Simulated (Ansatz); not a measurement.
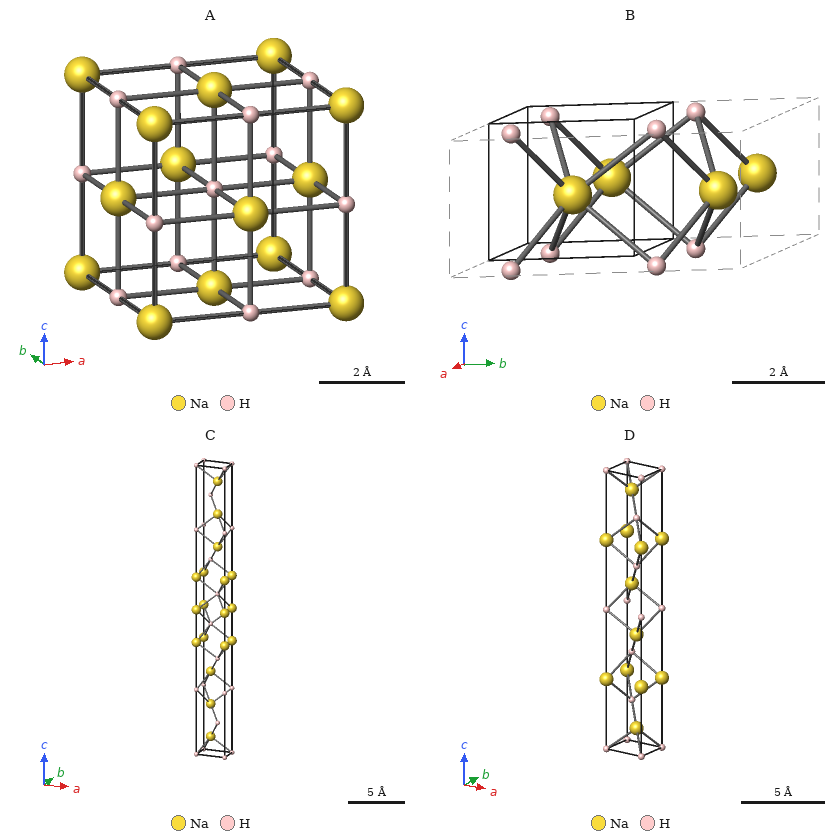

Four structures of NaH, each relaxed to rest (conventional cells in solid outline, small ones repeated, each panel with its own scale). Method: Ansatz 0.2.0, DFT PBE, scalar-relativistic, plane waves, PAW, without spin polarisation.

> Give the type and space group of each panel.

A: rock salt (NaCl type), Fm-3m; B: tungsten carbide (WC) type, P-6m2; C: 18 atoms a cell on a rhombohedral (trigonal R) lattice, R-3m; D: 12 atoms a cell on a primitive hexagonal lattice, P6_3/mmc.

> Which of these is lowest in energy, and how far above it do the others lie?

A, then D (+19 meV/atom), C (+31 meV/atom) and B (+84 meV/atom), energies at zero smearing.

> Collect the results in a table.

| panel | structure | E − E(lowest) (meV/atom) | volume (Å³/atom) | gap (eV) |
| --- | --- | --- | --- | --- |
| A | Fm-3m | 0 | 14.1 | 4.63 |
| D | P6_3/mmc | 19 | 14.2 | 3.37 |
| C | R-3m | 31 | 14.2 | 3.46 |
| B | P-6m2 | 84 | 14.4 | 2.31 |

Some of these may be structure types tried for this composition rather than known phases, and the most stable form need not be among them. Gaps are taken on the k-mesh or band path of each run.
